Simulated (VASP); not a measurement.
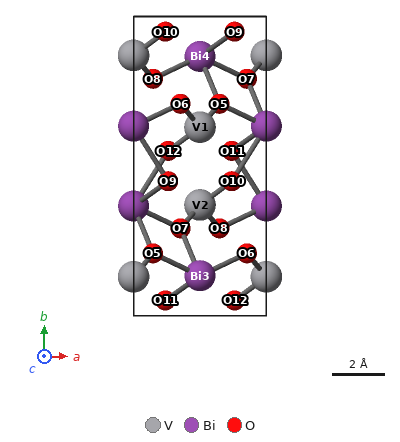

*The starting structure (ball-and-stick view of the cell 2 times as large as that of the calculation, set on its symmetry axes, along the c axis; atoms are numbered from 1 in the order of the input).*

**Run report: VBiO$_{4}$, geometry relaxation (part 1 of 5)**

System: VBiO$_{4}$ (C2/c, 12 atoms in the cell).
Method: Kohn-Sham DFT of a periodic cell, PBE, VASP PAW PBE potentials, soft, no spin polarisation (VASP 6.6.1).

The structure derives from an entry of the Crystallography Open Database.

OSZICAR:
```
N       E                     dE             d eps       ncg     rms          rms(c)
DAV:   1     0.113403153426E+04    0.11340E+04   -0.42814E+04  1792   0.138E+03
DAV:   2     0.234851102615E+02   -0.11105E+04   -0.10645E+04  1802   0.486E+02
DAV:   3    -0.109984118313E+03   -0.13347E+03   -0.13147E+03  1898   0.184E+02
DAV:   4    -0.114894665406E+03   -0.49105E+01   -0.48933E+01  2104   0.382E+01
DAV:   5    -0.115041541210E+03   -0.14688E+00   -0.14672E+00  2228   0.689E+00    0.723E+01
DAV:   6    -0.101934015908E+03    0.13108E+02   -0.26105E+02  2632   0.109E+02    0.679E+01
DAV:   7    -0.920999793433E+02    0.98340E+01   -0.15968E+02  2232   0.975E+01    0.417E+01
DAV:   8    -0.897650066226E+02    0.23350E+01   -0.17194E+01  2024   0.218E+01    0.200E+01
DAV:   9    -0.892745746557E+02    0.49043E+00   -0.77805E+00  2072   0.193E+01    0.135E+01
DAV:  10    -0.887293581707E+02    0.54522E+00   -0.35572E+00  2010   0.137E+01    0.437E+00
DAV:  11    -0.887256290531E+02    0.37291E-02   -0.24271E-01  1974   0.329E+00    0.710E-01
DAV:  12    -0.887281161251E+02   -0.24871E-02   -0.41388E-02  2412   0.112E+00    0.876E-01
DAV:  13    -0.887274319539E+02    0.68417E-03   -0.28598E-03  1908   0.382E-01    0.513E-01
DAV:  14    -0.887273819453E+02    0.50009E-04   -0.82244E-04  2290   0.173E-01    0.363E-01
DAV:  15    -0.887271063686E+02    0.27558E-03   -0.99639E-04  2232   0.262E-01    0.358E-02
DAV:  16    -0.887270995753E+02    0.67933E-05   -0.93410E-05  1970   0.609E-02    0.445E-02
DAV:  17    -0.887270982415E+02    0.13338E-05   -0.17686E-05  2152   0.237E-02    0.220E-02
DAV:  18    -0.887270977920E+02    0.44946E-06   -0.19825E-06  1460   0.999E-03
   1 F= -.88727098E+02 E0= -.88727098E+02  d E =-.887271E+02
       N       E                     dE             d eps       ncg     rms          rms(c)
DAV:   1    -0.899891761793E+02   -0.12621E+01   -0.72688E+01  1904   0.699E+01    0.195E+01
DAV:   2    -0.896049985390E+02    0.38418E+00   -0.72238E+00  1904   0.251E+01    0.982E+00
DAV:   3    -0.889380088930E+02    0.66699E+00   -0.42498E+00  2008   0.169E+01    0.100E+01
DAV:   4    -0.885749009075E+02    0.36311E+00   -0.12094E+00  1808   0.960E+00    0.243E+00
DAV:   5    -0.885732838189E+02    0.16171E-02   -0.12865E-01  2204   0.191E+00    0.147E+00
DAV:   6    -0.885715484896E+02    0.17353E-02   -0.22461E-02  2326   0.107E+00    0.648E-01
DAV:   7    -0.885699444277E+02    0.16041E-02   -0.37629E-03  2210   0.500E-01    0.202E-01
DAV:   8    -0.885698852155E+02    0.59212E-04   -0.19167E-03  2512   0.283E-01    0.955E-02
DAV:   9    -0.885698433566E+02    0.41859E-04   -0.30386E-04  2006   0.119E-01    0.352E-02
DAV:  10    -0.885698441596E+02   -0.80298E-06   -0.35372E-05  1936   0.332E-02    0.172E-02
DAV:  11    -0.885698423726E+02    0.17870E-05   -0.67202E-06  1856   0.206E-02    0.938E-03
DAV:  12    -0.885698423583E+02    0.14306E-07   -0.11345E-06  1086   0.630E-03
   2 F= -.88569842E+02 E0= -.88569842E+02  d E =0.157255E+00
       N       E                     dE             d eps       ncg     rms          rms(c)
DAV:   1    -0.894525510680E+02   -0.88271E+00   -0.33062E+01  1866   0.454E+01    0.142E+01
DAV:   2    -0.890339418068E+02    0.41861E+00   -0.27702E+00  1830   0.141E+01    0.518E+00
DAV:   3    -0.890264310737E+02    0.75107E-02   -0.21054E+00  1952   0.120E+01    0.745E+00
DAV:   4    -0.887883342492E+02    0.23810E+00   -0.36015E-01  1852   0.593E+00    0.231E+00
DAV:   5    -0.887743956006E+02    0.13939E-01   -0.12209E-01  2344   0.218E+00    0.726E-01
DAV:   6    -0.887722470395E+02    0.21486E-02   -0.11631E-02  2272   0.790E-01    0.345E-01
DAV:   7    -0.887717799294E+02    0.46711E-03   -0.24517E-03  2108   0.222E-01    0.127E-01
DAV:   8    -0.887717813101E+02   -0.13807E-05   -0.91071E-04  2280   0.186E-01    0.613E-02
DAV:   9    -0.887717484475E+02    0.32863E-04   -0.16426E-04  1896   0.804E-02    0.255E-02
DAV:  10    -0.887717523167E+02   -0.38692E-05   -0.15542E-05  2012   0.278E-02    0.575E-03
DAV:  11    -0.887717523560E+02   -0.39337E-07   -0.12977E-06  1234   0.918E-03
   3 F= -.88771752E+02 E0= -.88771752E+02  d E =-.446546E-01
       N       E                     dE             d eps       ncg     rms          rms(c)
DAV:   1    -0.887718221606E+02   -0.69844E-04   -0.27405E-03  1884   0.422E-01    0.129E-01
DAV:   2    -0.887717909076E+02    0.31253E-04   -0.23454E-04  1884   0.134E-01    0.507E-02
DAV:   3    -0.887717869175E+02    0.39900E-05   -0.17173E-04  1964   0.109E-01    0.710E-02
DAV:   4    -0.887717676099E+02    0.19308E-04   -0.36271E-05  1846   0.587E-02    0.191E-02
DAV:   5    -0.887717675120E+02    0.97883E-07   -0.77744E-06  1666   0.146E-02
   4 F= -.88771768E+02 E0= -.88771768E+02  d E =-.446697E-01
       N       E                     dE             d eps       ncg     rms          rms(c)
DAV:   1    -0.887616485808E+02    0.10119E-01   -0.53788E+00  1948   0.149E+01    0.127E+00
DAV:   2    -0.887859361050E+02   -0.24288E-01   -0.32831E-01  1948   0.340E+00    0.801E-01
DAV:   3    -0.887842034017E+02    0.17327E-02   -0.17663E-02  1908   0.107E+00    0.765E-01
DAV:   4    -0.887822608063E+02    0.19426E-02   -0.48182E-03  1990   0.656E-01    0.379E-01
DAV:   5    -0.887819470400E+02    0.31377E-03   -0.12817E-03  2402   0.276E-01    0.133E-01
DAV:   6    -0.887819329171E+02    0.14123E-04   -0.39273E-04  2374   0.142E-01    0.679E-02
DAV:   7    -0.887819306032E+02    0.23139E-05   -0.50121E-05  2052   0.491E-02    0.229E-02
DAV:   8    -0.887819278025E+02    0.28007E-05   -0.13611E-05  2160   0.289E-02    0.972E-03
DAV:   9    -0.887819282266E+02   -0.42412E-06   -0.22872E-06  1302   0.115E-02
   5 F= -.88781928E+02 E0= -.88781928E+02  d E =-.101607E-01
       N       E                     dE             d eps       ncg     rms          rms(c)
DAV:   1    -0.887819066440E+02    0.21158E-04   -0.89387E-03  1948   0.601E-01    0.519E-02
DAV:   2    -0.887819473414E+02   -0.40697E-04   -0.53689E-04  1972   0.141E-01    0.332E-02
DAV:   3    -0.887819435891E+02    0.37523E-05   -0.27315E-05  1900   0.437E-02    0.310E-02
DAV:   4    -0.887819400792E+02    0.35099E-05   -0.78408E-06  1982   0.266E-02    0.153E-02
DAV:   5    -0.887819395267E+02    0.55248E-06   -0.15576E-06  1100   0.110E-02
   6 F= -.88781940E+02 E0= -.88781940E+02  d E =-.101720E-01
       N       E                     dE             d eps       ncg     rms          rms(c)
DAV:   1    -0.887859167028E+02   -0.39766E-02   -0.16140E+00  1742   0.524E+00    0.987E-01
DAV:   2    -0.887919409711E+02   -0.60243E-02   -0.71166E-02  2116   0.160E+00    0.458E-01
DAV:   3    -0.887912542763E+02    0.68669E-03   -0.80866E-03  2016   0.790E-01    0.384E-01
DAV:   4    -0.887904988808E+02    0.75540E-03   -0.15671E-03  1858   0.391E-01    0.127E-01
DAV:   5    -0.887904505008E+02    0.48380E-04   -0.33131E-04  2404   0.126E-01    0.559E-02
DAV:   6    -0.887904467410E+02    0.37599E-05   -0.67892E-05  2342   0.553E-02    0.214E-02
DAV:   7    -0.887904488540E+02   -0.21130E-05   -0.91601E-06  1830   0.198E-02    0.143E-02
DAV:   8    -0.887904487617E+02    0.92281E-07   -0.52502E-07  1006   0.474E-03
   7 F= -.88790449E+02 E0= -.88790449E+02  d E =-.850924E-02
       N       E                     dE             d eps       ncg     rms          rms(c)
DAV:   1    -0.887707375203E+02    0.19711E-01   -0.14517E+01  1748   0.156E+01    0.301E+00
DAV:   2    -0.888191976274E+02   -0.48460E-01   -0.58627E-01  2124   0.476E+00    0.130E+00
DAV:   3    -0.888142388685E+02    0.49588E-02   -0.70514E-02  2016   0.234E+00    0.118E+00
DAV:   4    -0.888072979227E+02    0.69409E-02   -0.13924E-02  1872   0.117E+00    0.377E-01
DAV:   5    -0.888068250219E+02    0.47290E-03   -0.32704E-03  2388   0.400E-01    0.160E-01
DAV:   6    -0.888067834653E+02    0.41557E-04   -0.60521E-04  2294   0.161E-01    0.645E-02
DAV:   7    -0.888067981792E+02   -0.14714E-04   -0.94310E-05  2046   0.563E-02    0.462E-02
DAV:   8    -0.888067948722E+02    0.33070E-05   -0.67331E-06  1794   0.166E-02    0.342E-02
DAV:   9    -0.888067916684E+02    0.32038E-05   -0.12954E-05  1648   0.189E-02    0.124E-02
DAV:  10    -0.888067918366E+02   -0.16817E-06   -0.12105E-06   994   0.786E-03
   8 F= -.88806792E+02 E0= -.88806792E+02  d E =-.248523E-01
       N       E                     dE             d eps       ncg     rms          rms(c)
DAV:   1    -0.886847214708E+02    0.12207E+00   -0.58455E+01  1748   0.314E+01    0.627E+00
DAV:   2    -0.888288219012E+02   -0.14410E+00   -0.19555E+00  2022   0.851E+00    0.230E+00
DAV:   3    -0.888248587242E+02    0.39632E-02   -0.27963E-01  2114   0.456E+00    0.249E+00
DAV:   4    -0.887975310250E+02    0.27328E-01   -0.50887E-02  1916   0.221E+00    0.744E-01
DAV:   5    -0.887961696405E+02    0.13614E-02   -0.12361E-02  2362   0.762E-01    0.294E-01
DAV:   6    -0.887960181524E+02    0.15149E-03   -0.20413E-03  2170   0.287E-01    0.111E-01
DAV:   7    -0.887960548716E+02   -0.36719E-04   -0.49065E-04  2114   0.126E-01    0.968E-02
DAV:   8    -0.887960270772E+02    0.27794E-04   -0.75582E-05  2006   0.565E-02    0.471E-02
DAV:   9    -0.887960257595E+02    0.13178E-05   -0.18443E-05  1796   0.216E-02    0.159E-02
DAV:  10    -0.887960259960E+02   -0.23653E-06   -0.20451E-06  1078   0.909E-03
   9 F= -.88796026E+02 E0= -.88796026E+02  d E =-.140865E-01
       N       E                     dE             d eps       ncg     rms          rms(c)
DAV:   1    -0.887222722014E+02    0.73754E-01   -0.28495E+01  1748   0.231E+01    0.420E+00
DAV:   2    -0.888278069783E+02   -0.10553E+00   -0.12402E+00  1920   0.628E+00    0.181E+00
DAV:   3    -0.888236299123E+02    0.41771E-02   -0.17900E-01  2000   0.346E+00    0.173E+00
DAV:   4    -0.888106728036E+02    0.12957E-01   -0.30454E-02  2044   0.164E+00    0.478E-01
DAV:   5    -0.888098721288E+02    0.80067E-03   -0.57793E-03  2336   0.526E-01    0.208E-01
DAV:   6    -0.888098529994E+02    0.19129E-04   -0.10767E-03  2448   0.224E-01    0.782E-02
DAV:   7    -0.888098391122E+02    0.13887E-04   -0.19894E-04  2376   0.114E-01    0.489E-02
DAV:   8    -0.888098386647E+02    0.44743E-06   -0.17877E-05  1738   0.222E-02    0.272E-02
DAV:   9    -0.888098370271E+02    0.16376E-05   -0.90273E-06  1914   0.190E-02    0.984E-03
DAV:  10    -0.888098372859E+02   -0.25876E-06   -0.16438E-06  1156   0.716E-03
  10 F= -.88809837E+02 E0= -.88809837E+02  d E =-.278978E-01
       N       E                     dE             d eps       ncg     rms          rms(c)
DAV:   1    -0.888097978175E+02    0.39210E-04   -0.17732E+00  1736   0.751E+00    0.108E+00
DAV:   2    -0.888165999718E+02   -0.68022E-02   -0.82527E-02  2208   0.196E+00    0.842E-01
DAV:   3    -0.888157035029E+02    0.89647E-03   -0.73890E-03  1958   0.741E-01    0.318E-01
DAV:   4    -0.888153435682E+02    0.35993E-03   -0.20660E-03  2114   0.449E-01    0.359E-01
DAV:   5    -0.888150141718E+02    0.32940E-03   -0.68622E-04  2098   0.258E-01    0.251E-02
DAV:   6    -0.888150229995E+02   -0.88276E-05   -0.10330E-04  2022   0.642E-02    0.349E-02
DAV:   7    -0.888150233258E+02   -0.32633E-06   -0.34927E-06  1748   0.999E-03
  11 F= -.88815023E+02 E0= -.88815023E+02  d E =-.518604E-02
       N       E                     dE             d eps       ncg     rms          rms(c)
DAV:   1    -0.888125272132E+02    0.24958E-02   -0.13493E+00  1736   0.655E+00    0.943E-01
DAV:   2    -0.888177305585E+02   -0.52033E-02   -0.62912E-02  2208   0.171E+00    0.730E-01
DAV:   3    -0.888170689833E+02    0.66158E-03   -0.56435E-03  1960   0.648E-01    0.277E-01
DAV:   4    -0.888167834008E+02    0.28558E-03   -0.16097E-03  2108   0.397E-01    0.312E-01
DAV:   5    -0.888165303251E+02    0.25308E-03   -0.52147E-04  2078   0.225E-01    0.229E-02
DAV:   6    -0.888165370743E+02   -0.67492E-05   -0.78833E-05  2048   0.553E-02    0.304E-02
DAV:   7    -0.888165373217E+02   -0.24741E-06   -0.24900E-06  1602   0.862E-03
  12 F= -.88816537E+02 E0= -.88816537E+02  d E =-.670004E-02
       N       E                     dE             d eps       ncg     rms          rms(c)
DAV:   1    -0.888320288398E+02   -0.15492E-01   -0.21900E+00  2132   0.121E+01    0.185E+00
DAV:   2    -0.888307568048E+02    0.12720E-02   -0.15968E-01  1874   0.319E+00    0.120E+00
DAV:   3    -0.888243345552E+02    0.64222E-02   -0.44588E-02  1836   0.183E+00    0.801E-01
DAV:   4    -0.888208325055E+02    0.35020E-02   -0.77601E-03  1790   0.865E-01    0.294E-01
DAV:   5    -0.888205440318E+02    0.28847E-03   -0.11214E-03  2380   0.222E-01    0.116E-01
DAV:   6    -0.888204553167E+02    0.88715E-04   -0.30468E-04  2516   0.129E-01    0.300E-02
DAV:   7    -0.888204589922E+02   -0.36754E-05   -0.74562E-05  2216   0.561E-02    0.214E-02
DAV:   8    -0.888204596736E+02   -0.68143E-06   -0.50934E-06  1710   0.140E-02
  13 F= -.88820460E+02 E0= -.88820460E+02  d E =-.392235E-02
       N       E                     dE             d eps       ncg     rms          rms(c)
DAV:   1    -0.888214707880E+02   -0.10118E-02   -0.15427E-01  2132   0.322E+00    0.490E-01
DAV:   2    -0.888213860055E+02    0.84783E-04   -0.11221E-02  1866   0.858E-01    0.322E-01
DAV:   3    -0.888209135816E+02    0.47242E-03   -0.30990E-03  1844   0.485E-01    0.210E-01
DAV:   4    -0.888206740834E+02    0.23950E-03   -0.54738E-04  1790   0.229E-01    0.775E-02
DAV:   5    -0.888206564339E+02    0.17649E-04   -0.74784E-05  2444   0.568E-02    0.308E-02
DAV:   6    -0.888206514567E+02    0.49772E-05   -0.20681E-05  2398   0.347E-02    0.803E-03
DAV:   7    -0.888206522294E+02   -0.77278E-06   -0.52970E-06  1814   0.155E-02
  14 F= -.88820652E+02 E0= -.88820652E+02  d E =-.411491E-02
       N       E                     dE             d eps       ncg     rms          rms(c)
DAV:   1    -0.888197681339E+02    0.88332E-03   -0.12000E+00  1736   0.716E+00    0.106E+00
DAV:   2    -0.888245597804E+02   -0.47916E-02   -0.61846E-02  1788   0.148E+00    0.366E-01
DAV:   3    -0.888241151321E+02    0.44465E-03   -0.20796E-03  2338   0.380E-01    0.260E-01
DAV:   4    -0.888239189320E+02    0.19620E-03   -0.84220E-04  2168   0.259E-01    0.204E-01
DAV:   5    -0.888236739203E+02    0.24501E-03   -0.41740E-04  2098   0.197E-01    0.416E-02
DAV:   6    -0.888236788093E+02   -0.48890E-05   -0.10370E-04  2190   0.553E-02    0.248E-02
DAV:   7    -0.888236786482E+02    0.16111E-06   -0.49909E-06  1754   0.140E-02
  15 F= -.88823679E+02 E0= -.88823679E+02  d E =-.302642E-02
       N       E                     dE             d eps       ncg     rms          rms(c)
DAV:   1    -0.888223616523E+02    0.13172E-02   -0.58949E-01  1736   0.502E+00    0.748E-01
DAV:   2    -0.888247248124E+02   -0.23632E-02   -0.30421E-02  1800   0.104E+00    0.257E-01
DAV:   3    -0.888245074540E+02    0.21736E-03   -0.10017E-03  2360   0.263E-01    0.180E-01
DAV:   4    -0.888244146086E+02    0.92845E-04   -0.41408E-04  2176   0.181E-01    0.144E-01
DAV:   5    -0.888242947302E+02    0.11988E-03   -0.20598E-04  2114   0.139E-01    0.288E-02
DAV:   6    -0.888242970725E+02   -0.23423E-05   -0.50739E-05  2158   0.389E-02    0.172E-02
DAV:   7    -0.888242969462E+02    0.12627E-06   -0.22921E-06  1340   0.988E-03
  16 F= -.88824297E+02 E0= -.88824297E+02  d E =-.364472E-02
       N       E                     dE             d eps       ncg     rms          rms(c)
DAV:   1    -0.888235442535E+02    0.75282E-03   -0.58419E-01  1932   0.700E+00    0.622E-01
DAV:   2    -0.888273062865E+02   -0.37620E-02   -0.52276E-02  1748   0.142E+00    0.409E-01
DAV:   3    -0.888267937214E+02    0.51257E-03   -0.41783E-03  1846   0.551E-01    0.285E-01
DAV:   4    -0.888265071775E+02    0.28654E-03   -0.67640E-04  2002   0.252E-01    0.145E-01
DAV:   5    -0.888264326393E+02    0.74538E-04   -0.12875E-04  2434   0.986E-02    0.604E-02
DAV:   6    -0.888264207694E+02    0.11870E-04   -0.57980E-05  2720   0.545E-02    0.163E-02
DAV:   7    -0.888264206500E+02    0.11945E-06   -0.62526E-06  1758   0.172E-02
  17 F= -.88826421E+02 E0= -.88826421E+02  d E =-.212370E-02
       N       E                     dE             d eps       ncg     rms          rms(c)
DAV:   1    -0.888158061130E+02    0.10615E-01   -0.25102E+00  1932   0.145E+01    0.127E+00
DAV:   2    -0.888321271357E+02   -0.16321E-01   -0.22520E-01  1748   0.296E+00    0.854E-01
DAV:   3    -0.888298142010E+02    0.23129E-02   -0.17787E-02  1854   0.114E+00    0.587E-01
DAV:   4    -0.888286128633E+02    0.12013E-02   -0.28508E-03  2002   0.515E-01    0.301E-01
DAV:   5    -0.888282947790E+02    0.31808E-03   -0.54049E-04  2442   0.202E-01    0.127E-01
DAV:   6    -0.888282448370E+02    0.49942E-04   -0.24949E-04  2720   0.115E-01    0.334E-02
DAV:   7    -0.888282454958E+02   -0.65875E-06   -0.28488E-05  1988   0.367E-02    0.255E-02
DAV:   8    -0.888282446848E+02    0.81099E-06   -0.45717E-06  1770   0.144E-02
  18 F= -.88828245E+02 E0= -.88828245E+02  d E =-.394774E-02
       N       E                     dE             d eps       ncg     rms          rms(c)
DAV:   1    -0.888281194796E+02    0.12602E-03   -0.27924E-01  1932   0.447E+00    0.467E-01
DAV:   2    -0.888297304652E+02   -0.16110E-02   -0.21663E-02  1736   0.871E-01    0.188E-01
DAV:   3    -0.888296419416E+02    0.88524E-04   -0.10363E-03  2144   0.271E-01    0.192E-01
DAV:   4    -0.888295419101E+02    0.10003E-03   -0.22413E-04  2032   0.139E-01    0.891E-02
DAV:   5    -0.888295038267E+02    0.38083E-04   -0.62986E-05  2300   0.725E-02    0.373E-02
DAV:   6    -0.888295027970E+02    0.10296E-05   -0.25887E-05  2232   0.296E-02    0.627E-03
DAV:   7    -0.888295031700E+02   -0.37291E-06   -0.20995E-06  1310   0.107E-02
  19 F= -.88829503E+02 E0= -.88829503E+02  d E =-.125849E-02
       N       E                     dE             d eps       ncg     rms          rms(c)
DAV:   1    -0.888218581855E+02    0.76446E-02   -0.18285E+00  1932   0.115E+01    0.121E+00
DAV:   2    -0.888323747287E+02   -0.10517E-01   -0.14180E-01  1744   0.224E+00    0.476E-01
DAV:   3    -0.888318089940E+02    0.56573E-03   -0.67893E-03  2152   0.695E-01    0.488E-01
DAV:   4    -0.888311550914E+02    0.65390E-03   -0.14554E-03  2056   0.354E-01    0.225E-01
DAV:   5    -0.888309038721E+02    0.25122E-03   -0.41824E-04  2302   0.184E-01    0.934E-02
DAV:   6    -0.888308944747E+02    0.93974E-05   -0.16583E-04  2248   0.745E-02    0.161E-02
DAV:   7    -0.888308957111E+02   -0.12364E-05   -0.14554E-05  2108   0.269E-02    0.131E-02
DAV:   8    -0.888308966466E+02   -0.93550E-06   -0.19901E-06  1212   0.108E-02
  20 F= -.88830897E+02 E0= -.88830897E+02  d E =-.265196E-02
       N       E                     dE             d eps       ncg     rms          rms(c)
DAV:   1    -0.888300507352E+02    0.84498E-03   -0.58301E-01  1926   0.631E+00    0.781E-01
DAV:   2    -0.888326360218E+02   -0.25853E-02   -0.41397E-02  1736   0.125E+00    0.308E-01
DAV:   3    -0.888322437701E+02    0.39225E-03   -0.15066E-03  2200   0.322E-01    0.270E-01
DAV:   4    -0.888321033216E+02    0.14045E-03   -0.71846E-04  2098   0.242E-01    0.111E-01
DAV:   5    -0.888319783563E+02    0.12497E-03   -0.22871E-04  2292   0.146E-01    0.457E-02
DAV:   6    -0.888319747322E+02    0.36241E-05   -0.60820E-05  1972   0.506E-02    0.132E-02
DAV:   7    -0.888319743099E+02    0.42227E-06   -0.44728E-06  1888   0.150E-02
  21 F= -.88831974E+02 E0= -.88831974E+02  d E =-.107766E-02
       N       E                     dE             d eps       ncg     rms          rms(c)
DAV:   1    -0.888319044193E+02    0.70313E-04   -0.29268E-02  1926   0.142E+00    0.176E-01
```
